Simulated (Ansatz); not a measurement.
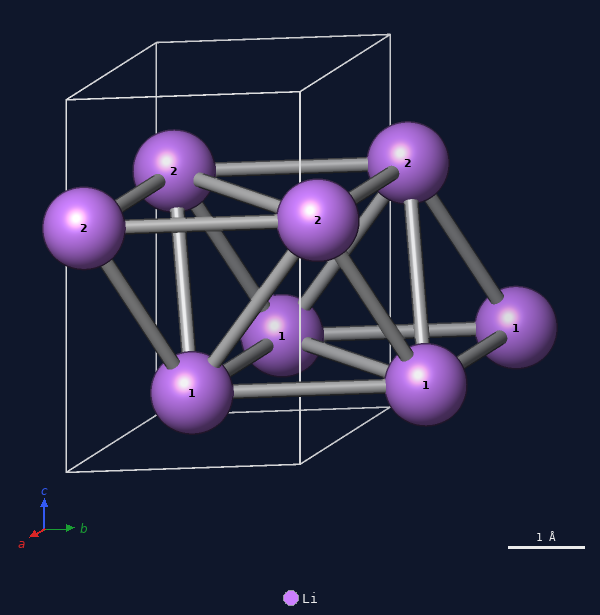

*The starting structure (ball-and-stick view of the cell of the calculation, repeated 2 × 2 × 1, seen slightly off an axis; atoms are numbered from 1 in the order of the input). An atom can appear more than once, as a periodic image.*

Near neighbours in the periodic cell (some may lie outside the picture): Li has 12 Li at 3.11 to 3.12 Å.

## Geometry relaxation of Li

The run: geometry relaxation of Li (P6₃/mmc, 2 atoms in the cell). Method and program: DFT r2SCAN, scalar-relativistic, plane waves, PAW, no spin polarisation (Ansatz 0.2.0).

The structure derives from an entry of the Crystallography Open Database. Figures and captions count atoms from 1; the log counts them from 0 in places.

**Input**
```yaml
crystal:
  lattice:
    - [3.1110021516, 0.0, 0.0]
    - [-1.5555010758, 2.6942068945, 0.0]
    - [0.0, 0.0, 5.093]
  atoms:
    - { symbol: Li, position: [0.3333333333, 0.6666666667, 0.25] }
    - { symbol: Li, position: [0.6666666667, 0.3333333333, 0.75] }
basis:
  ecutwfc: 500
kpoints:
  mp_grid: { grid: [18, 18, 8] }
hamiltonian:
  xc: r2scan
scf:
  occupations: { method: gaussian, width: 0.1 }
output:
  forces: true
  stress: true
  eigenvalues: true
  write_density: true
  write_potential: true
  elf: true
  volumetric_format: npy
relax:
  adjacent_minimum: "off"
  f_tol: 0.005
  max_steps: 80
  cell: { stress_tol: 0.05 }
```

Launched with:
```bash
ansatz run input.yaml --threads 1 --pin off --max-ram 2560MiB --backend cpu --events-out ev --progress --plain --runs-dir out
```

**The program's output**
```
Engine: ansatz 0.2.0, aarch64-unknown-linux-gnu
Pseudopotentials: kind: paw
Pseudopotential: Li, paw, valence charge 3, recommended cutoff 500 eV (meta_gga), Li.paw.azcp
Functional definition: r2SCAN
  parameter k0 = 0.174
  parameter k1 = 0.065
  parameter a1 = 4.9479
  exchange = r2scan_x(k0 = k0, k1 = k1, a1 = a1)
  correlation = r2scan_c
Crystal: 2 atoms, lattice volume = 42.688 Å³
Basis set: ecut = 500 eV, 1099 PW (Γ), exchange–correlation on 96×96×160 points (64 copies of the dense FFT grid, shifted against one another)
Bands: 7, of which v1, the nominal top of the filled ones, is band 3 counted from 1 (2 counted from 0)
Symmetry: 24 space group operations
Space group: P63/mmc (ITA 194), of the structure as read, at distance tolerance 3.5e-5 Å
k-points: 185 of 2592
Non-local potential: Li, projectors of the file, l = 0: 3, l = 1: 2, l = 2: 1
PAW form: soft (Blöchl's): semilocal exchange-correlation on the pseudo side does not see the compensation charge
PAW one-centre angular grid: Li, 302 points (default); XC on 327 of its mesh's 2665 points in the sphere
Initial density: superposition of atomic densities (neutral atoms: chi_scale 0, normalization atom), corrected by the library's trained network
Initial wavefunctions: pseudopotential atomic-orbital guess
Functional: x = r2scan, c = r2scan; τ floored in thin density (d = 2e-4 eV/Å³)
SCF iter   1: F=—  HF=-410.271848 eV  |F-HF|=—  |Δ(HF+E_count)|=         —  Δρ=2.24e-3  dr2=7.10e-4  dr2_τ=5.96e-4  ethr=1.77e-3  ⟨swp⟩=4.1  Hψ=9038  notcnv=0
preconditioner: auto → none  [metal: Δε(μ)=0.011 eV  Ē_g=6.710 eV  σ=0.100 eV  W_gap=0.06  n_scr=2 (ndim 8)  ℏωp=8.0 eV  f_vac=0.000  D(μ)=0.96/eV (n_scr^D=2)  sad-step TF]
SCF iter   2: F=—  HF=-410.271623 eV  |F-HF|=—  |Δ(HF+E_count)|=   2.24e-4  Δρ=1.17e-3  dr2=2.47e-4  dr2_τ=1.78e-5  ethr=1.18e-5  ⟨swp⟩=2.0  Hψ=4042  notcnv=0  defer=28
SCF iter   3: F=—  HF=-410.271736 eV  |F-HF|=—  |Δ(HF+E_count)|=   1.13e-4  Δρ=1.40e-4  dr2=6.98e-6  dr2_τ=7.11e-7  ethr=4.12e-6  ⟨swp⟩=2.0  Hψ=1829  notcnv=0  defer=28
SCF iter   4: F=—  HF=-410.271742 eV  |F-HF|=—  |Δ(HF+E_count)|=   6.12e-6  Δρ=1.08e-5  dr2=3.49e-8  dr2_τ=5.03e-9  ethr=1.16e-7  ⟨swp⟩=2.1  Hψ=1825  notcnv=0  defer=28
iter 5 did not close the SCF: its close was put off for the readings that it lacked (scf_convergence_deferred on its scf_iter line)
SCF iter   5: F=-410.271742 eV  HF=-410.271742 eV  |F-HF|=4.56e-9  |Δ(HF+E_count)|=   3.48e-8  Δρ=1.88e-6  dr2=8.60e-10  dr2_τ=8.64e-11  ethr=5.81e-10  ⟨swp⟩=2.0  Hψ=1851  notcnv=0  defer=28
SCF iter   6: F=-410.271742 eV  HF=-410.271742 eV  |F-HF|=8.41e-12  |Δ(HF+E_count)|=   4.91e-9  Δρ=2.47e-7  dr2=2.99e-11  dr2_τ=1.28e-12  ethr=1.43e-11  ⟨swp⟩=3.6  Hψ=5199  notcnv=0
the search or the solves at the SCF's close seem to have found levels that the self-consistency loop had missed (the run counts 1). By its estimate they hold under 1e-12 electrons; where the run keeps them, the occupations were computed again with them
SCF 1 converged in 6 iterations: F = -410.271742 eV  dr2 = 2.99e-11
  greatest PAW one-centre occupation: 0.999 electrons in one spin orbital (limit 2), on the Li atom at site 1 (counted from 0), in its partial waves of l = 0
relax step   1: F+E_penalty+E_count = -410.27174219 eV  Δ(F+E_penalty+E_count) = +0.000e0 eV  max|allowed force component| = 7.517e-18 eV/Å  Δτ_max = 0.0000 Å  P = -0.218 GPa  Ω = 42.688 Å³  (6 SCF iters, dr2 threshold 1.00e-7 eV, accepted)
Crystal: 2 atoms, lattice volume = 42.322 Å³
Initial density: handed on by an earlier stage of this run
Initial wavefunctions: those handed on with the density
iter 1 solved again at ethr=1.97e-8 eV; its pass at ethr=3.10e-3 eV (dr2=1.18e-6 eV) is discarded
SCF iter   1: F=—  HF=-410.272067 eV  |F-HF|=—  |Δ(HF+E_count)|=         —  Δρ=4.55e-5  dr2=1.18e-6  dr2_τ=1.23e-5  ethr=1.97e-8  ⟨swp⟩=2.0  Hψ=11482  notcnv=0
preconditioner: auto → none  [metal: Δε(μ)=0.004 eV  Ē_g=6.787 eV  σ=0.100 eV  W_gap=0.02  n_scr=2 (ndim 8)  ℏωp=8.1 eV  f_vac=0.000  D(μ)=0.95/eV (n_scr^D=2)]
SCF iter   2: F=—  HF=-410.272166 eV  |F-HF|=—  |Δ(HF+E_count)|=   9.95e-5  Δρ=2.48e-5  dr2=3.11e-7  dr2_τ=9.65e-9  ethr=1.96e-8  ⟨swp⟩=2.0  Hψ=1880  notcnv=0
SCF iter   3: F=-410.272167 eV  HF=-410.272167 eV  |F-HF|=7.54e-8  |Δ(HF+E_count)|=   3.63e-7  Δρ=4.86e-6  dr2=2.95e-9  dr2_τ=5.33e-9  ethr=2.84e-9  ⟨swp⟩=7.2  Hψ=8127  notcnv=0
SCF 2 converged in 3 iterations: F = -410.272167 eV  dr2 = 2.95e-9
relax step   2: F+E_penalty+E_count = -410.27216664 eV  Δ(F+E_penalty+E_count) = -4.244e-4 eV  max|allowed force component| = 1.677e-17 eV/Å  Δτ_max = 0.0000 Å  P = -0.112 GPa  Ω = 42.322 Å³  energy of the carried Pulay correction = +8.036e-6 eV  (3 SCF iters, dr2 threshold 1.71e-7 eV, accepted)
Crystal: 2 atoms, lattice volume = 41.932 Å³
iter 1 solved again at ethr=2.98e-8 eV; its pass at ethr=3.10e-3 eV (dr2=1.79e-6 eV) is discarded
SCF iter   1: F=—  HF=-410.272221 eV  |F-HF|=—  |Δ(HF+E_count)|=         —  Δρ=5.53e-5  dr2=1.75e-6  dr2_τ=1.47e-5  ethr=2.98e-8  ⟨swp⟩=2.0  Hψ=11525  notcnv=0
preconditioner: auto → none  [metal: Δε(μ)=0.008 eV  Ē_g=6.824 eV  σ=0.100 eV  W_gap=0.05  n_scr=2 (ndim 8)  ℏωp=8.1 eV  f_vac=0.000  D(μ)=0.94/eV (n_scr^D=2)]
SCF iter   2: F=—  HF=-410.272334 eV  |F-HF|=—  |Δ(HF+E_count)|=   1.13e-4  Δρ=2.95e-5  dr2=4.66e-7  dr2_τ=1.14e-8  ethr=2.92e-8  ⟨swp⟩=2.0  Hψ=1880  notcnv=0
SCF iter   3: F=-410.272334 eV  HF=-410.272334 eV  |F-HF|=8.14e-8  |Δ(HF+E_count)|=   4.55e-7  Δρ=5.17e-6  dr2=3.32e-9  dr2_τ=5.95e-9  ethr=8.26e-10  ⟨swp⟩=4.4  Hψ=5445  notcnv=0
SCF 3 converged in 3 iterations: F = -410.272334 eV  dr2 = 3.32e-9
relax step   3: F+E_penalty+E_count = -410.27233408 eV  Δ(F+E_penalty+E_count) = -1.674e-4 eV  max|allowed force component| = 1.793e-17 eV/Å  Δτ_max = 0.0000 Å  P = +0.006 GPa  Ω = 41.932 Å³  energy of the carried Pulay correction = +1.669e-5 eV  (3 SCF iters, dr2 threshold 4.95e-8 eV, accepted)
Initial wavefunctions: pseudopotential atomic-orbital guess (no wavefunctions were taken with the density)
iter 1 solved again at ethr=6.42e-10 eV; its pass at ethr=3.10e-3 eV (dr2=3.85e-8 eV) is discarded
SCF iter   1: F=—  HF=-410.272317 eV  |F-HF|=—  |Δ(HF+E_count)|=         —  Δρ=4.90e-6  dr2=2.66e-9  dr2_τ=1.66e-9  ethr=6.42e-10  ⟨swp⟩=3.6  Hψ=13266  notcnv=0
preconditioner: auto → none  [metal: Δε(μ)=0.009 eV  Ē_g=6.826 eV  σ=0.100 eV  W_gap=0.05  n_scr=2 (ndim 8)  ℏωp=8.1 eV  f_vac=0.000  D(μ)=0.94/eV (n_scr^D=2)]
SCF iter   2: F=—  HF=-410.272317 eV  |F-HF|=—  |Δ(HF+E_count)|=   3.44e-8  Δρ=2.01e-6  dr2=4.69e-10  dr2_τ=3.82e-11  ethr=4.43e-11  ⟨swp⟩=2.0  Hψ=1876  notcnv=0
SCF iter   3: F=-410.272317 eV  HF=-410.272317 eV  |F-HF|=1.24e-11  |Δ(HF+E_count)|=  2.99e-10  Δρ=2.11e-7  dr2=7.67e-12  dr2_τ=7.67e-13  ethr=1.00e-12  ⟨swp⟩=3.1  Hψ=4876  notcnv=0
SCF 4 converged in 3 iterations: F = -410.272317 eV  dr2 = 7.67e-12
relax step   4: F+E_penalty+E_count = -410.27231719 eV  Δ(F+E_penalty+E_count) = +1.689e-5 eV  max|allowed force component| = 1.619e-17 eV/Å  Δτ_max = 0.0000 Å  P = +0.007 GPa  Ω = 41.932 Å³  stress off target by 2.03e-2 GPa  SCF on the basis re-selected at this cell (its energy is not comparable with the rows above)  (3 SCF iters)
```

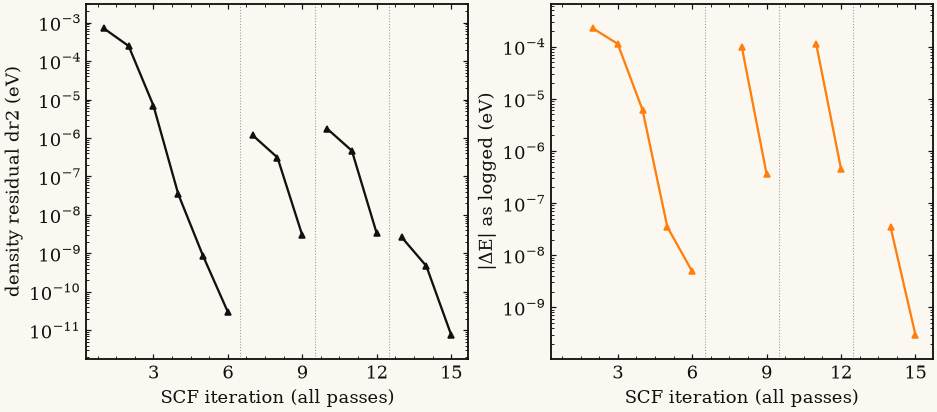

*Convergence of the self-consistent field: density residual dr2 and size of the energy change against the SCF iteration. The dotted lines part the SCF passes of the relaxation: geometry steps, rejected trials and re-solves on a re-selected basis.*

The passes take 6, 3, 3 and 3 iterations.

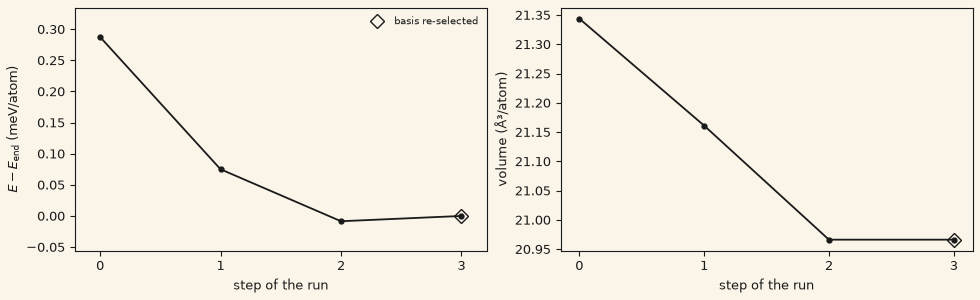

*Progress of the relaxation, step by step (the first geometry is step 0 here and step 1 in the log).*

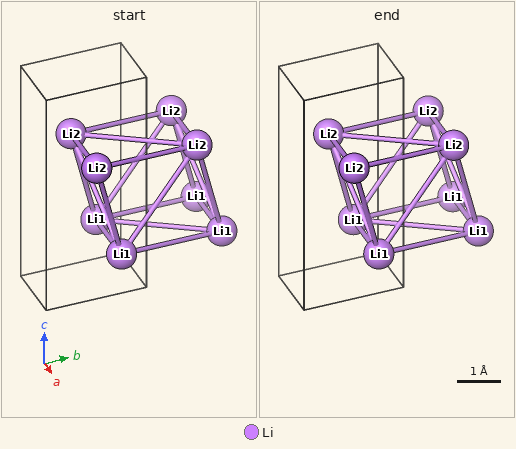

*Before (left) and after (right) the relaxation, at one scale (ball-and-stick view of the cell of the calculation, repeated 2 × 2 × 1, seen slightly off an axis).*

No atom moves by more than 0.005 Å relative to the cell. The drawn cell changes as follows: a = b 3.111 → 3.087 Å (−0.8 %), c 5.093 → 5.080 Å (−0.2 %); the volume changes by −1.8 %. Among the contacts that change: Li1–Li1 3.111 → 3.087 Å, Li1–Li2 3.116 → 3.103 Å. The space group stays P6_3/mmc (No. 194). Over 2 geometry steps the energy falls by 0.3 meV per atom. All forces vanish by symmetry, so only the cell relaxes. Pressure: −0.22 GPa at the start and 0.01 GPa at the end. A last SCF at the same geometry on a re-selected plane-wave basis shifts the energy by +0.0 meV per atom. (Atoms are counted from 1 in the order of the input.)

```
basis re-selected at this cell: Δ(F+E_penalty+E_count) = +1.689e-5 eV, ΔP = +0.000 GPa vs the last step (what re-selecting the basis moved, of the pressure what is left beyond the Pulay correction that the steps carried, after the strain that the cell walked since its last selection, with what the two solves' SCF thresholds leave and, on support functions, any second-order correction that the steps lacked; it is no measure of the basis error at this ecutwfc). This SCF's stress stands 2.03e-2 GPa from its target on what of the cell is left free (relax.cell.stress_tol is 5.00e-2 GPa) and its largest allowed force component is 1.62e-17 eV/Å (relax.f_tol is 5.00e-3 eV/Å): within both
SCF converged after 3 iterations
Free energy (F): -410.272317 eV
Harris-Foulkes:  -410.272317 eV  (|F-HF|=1.24e-11)
Internal energy: -410.267630 eV  (E = F + TS)
E sigma→0 (E₀):  -410.269974 eV
Entropy (-TS):   -0.004687 eV (-2.343 meV/atom)
Fermi energy:    0.967524 eV
--- Per-component energies (eV) ---
  E_band       = -189.774044
  E_kinetic    = 42.260320
  E_local      = -266.596913  (includes V_loc(G=0)·N_el)
  E_nonlocal   = -66.653742
  E_hartree    = 79.278998
  E_xc         = -19.181807
  E_vxc        = -27.329645  (∫ρ·V_xc dr)
  E_paw        = -43.634307  (= ΣΔE_a)
  E_vpaw       = -31.666798  (= ΣTr[D̂ρ^β])
  E_aug_tail   = -0.000202  (compensation charges beyond the density's cutoff)
  E_vtau       = 1.654945  (kinetic-family band-sum trace: ∫τ·v_τ [+ j·A + Jᵃ·Aᵃ] dr)
  E_ewald      = -135.739978
  E_smearing   = -0.004687  (= −TS)
  E_closure    = 0.000000  (closes the sum)
  Σ components = -410.272317   (vs F -410.272317, Δ=0.00e0)
--- Forces (eV/Å), atoms counted from 1 ---
  atom   1  Li     0.00000000    -0.00000000    -0.00000000
  atom   2  Li    -0.00000000     0.00000000     0.00000000
  max |Σ_I F_I| component: 2.31e-18 eV/Å
--- Stress (GPa, compression-positive) ---
       -0.000395       0.000000       0.000000
       -0.000000      -0.000395      -0.000000
        0.000000      -0.000000       0.020343
  P = ⅓ Tr σ = 0.0065 GPa (0.065 kbar)
--- Band table (eV; the first three rows and the last of 185) ---
  k-point 0: bands = ["-47.1873", "-47.1710", "-2.9158", "0.9377", "3.8985", "14.5262", "14.5262"]
  k-point 1: bands = ["-47.1867", "-47.1717", "-2.8403", "0.5174", "4.4939", "14.5998", "14.5998"]
  k-point 2: bands = ["-47.1849", "-47.1734", "-2.6140", "-0.2724", "5.8071", "13.4077", "14.8133"]
  k-point 184: bands = ["-47.1664", "-47.1664", "3.3234", "3.3234", "3.9098", "3.9098", "7.5248"]
--- Relaxed structure (3 steps of the walk, 3 accepted, 1 SCFs on fresh bases) ---
  F+E_penalty+E_count = -410.27231719 eV   max|allowed force component| = 1.619e-17 eV/Å   (the final SCF, on the basis selected at the relaxed cell)
  cell:  # Å, volume = 41.9325 Å³
    - [3.0871576269616554, 0.0, 0.0]
    - [-1.5435788134808277, 2.6735569304356774, 0.0]
    - [0.0, 0.0, 5.080449440109118]
  atoms:
    - { symbol: Li, position: [0.33333333333333326, 0.6666666666666665, 0.25] }
    - { symbol: Li, position: [0.6666666666666665, 0.33333333333333326, 0.75] }
```

**Trajectory as extended XYZ (Å, eV, eV/Å), 4 frames, from step=1 to step=4**
```
2
Lattice="3.1110 0.0000 0.0000 -1.5555 2.6942 0.0000 0.0000 0.0000 5.0930" Properties=species:S:1:pos:R:3:forces:R:3 step=1 energy=-410.27174 pressure_GPa=-0.22
Li    0.0000    1.7961    1.2732    0.0000   0.0000   0.0000
Li    1.5555    0.8981    3.8197    0.0000   0.0000   0.0000
2
Lattice="3.1000 0.0000 0.0000 -1.5500 2.6846 0.0000 0.0000 0.0000 5.0854" Properties=species:S:1:pos:R:3:forces:R:3 step=2 energy=-410.27217 pressure_GPa=-0.11
Li    0.0000    1.7898    1.2714    0.0000   0.0000   0.0000
Li    1.5500    0.8949    3.8141    0.0000   0.0000   0.0000
2
Lattice="3.0872 0.0000 0.0000 -1.5436 2.6736 0.0000 0.0000 0.0000 5.0804" Properties=species:S:1:pos:R:3:forces:R:3 step=3 energy=-410.27233 pressure_GPa=0.01
Li    0.0000    1.7824    1.2701    0.0000   0.0000   0.0000
Li    1.5436    0.8912    3.8103    0.0000   0.0000   0.0000
2
Lattice="3.0872 0.0000 0.0000 -1.5436 2.6736 0.0000 0.0000 0.0000 5.0804" Properties=species:S:1:pos:R:3:forces:R:3 step=4 energy=-410.27232 pressure_GPa=0.01
Li    0.0000    1.7824    1.2701    0.0000   0.0000   0.0000
Li    1.5436    0.8912    3.8103    0.0000   0.0000   0.0000
```

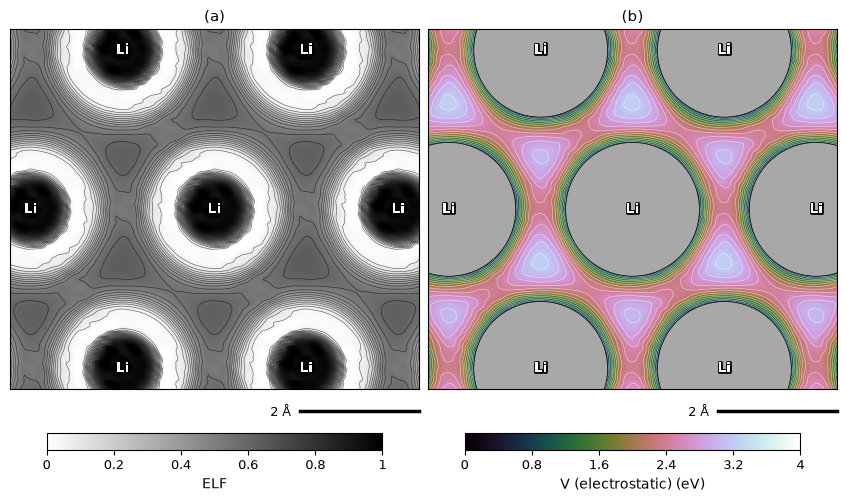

*(a) electron localisation function; (b) electrostatic potential (local pseudopotential plus Hartree) felt by an electron on the (001) plane of the conventional cell. Grey discs, where drawn, cover atomic cores.*

Li–Li (3.09 Å): the ELF is about 0.50 at the midpoint, as expected for nearly free electrons, as in a simple metal. The ELF has a maximum of about 0.65 in the space between the atoms. The strong features right at Li lie inside the PAW spheres (semicore, d or f shells) and say nothing about bonding. Outside the cores the potential energy rises away from the atoms and is highest about 1.8 Å from the nearest atoms; outside the discs it spans about 3 eV, and its zero is arbitrary. Core electrons are frozen (PAW), so the fields are smoothed inside the atomic spheres.

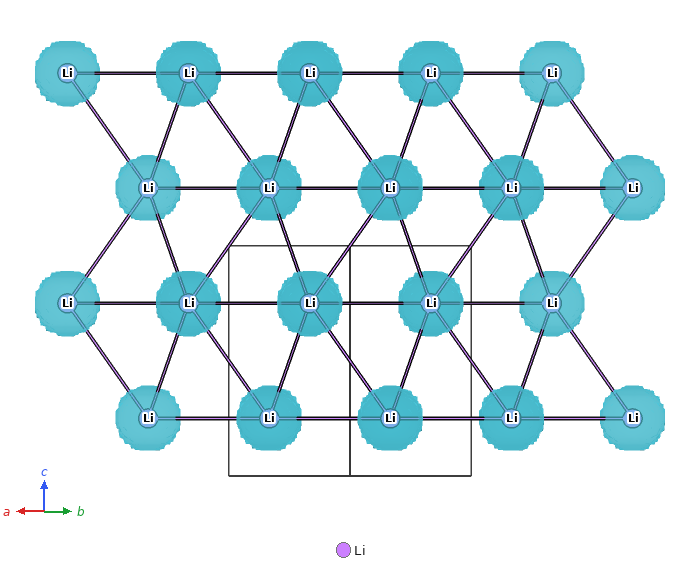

*Isosurface of the valence electron density at 0.1 e/Å³ (cyan), seen along [110]. Sticks mark near contacts. The outline is the cell set on symmetry axes.*

At this value the density breaks into separate islands; it holds about 65 % of the electrons treated as valence (semicore included). It is pinched off along the Li–Li (3.09 Å) contacts. On the grid the lowest density along these lines, outside the cores, is 0.05 e/Å³ (Li–Li, 3.09 Å).

**Results in brief**

| quantity | value |
| --- | --- |
| outcome | converged |
| space group (tolerance 0.01 Å) | P6₃/mmc (194) |
| electrons treated | 6 |
| free energy | −410.2723 eV |
| Fermi energy | 0.968 eV |
| gap on the k-point mesh | none (metallic) |
| pressure | 0.01 GPa |
| final volume | 41.93 Å³ |
| largest force (length of the vector) at the end | under 0.001 eV/Å |
| final cell | a = 3.087 Å, b = 3.087 Å, c = 5.080 Å, α = 90.00°, β = 90.00°, γ = 120.00° |
| hardware | 1 thread of Arm Neoverse V1, 24 GiB of memory available, shared host |
| wall time | 28 s |
| peak memory | 0.38 GiB |
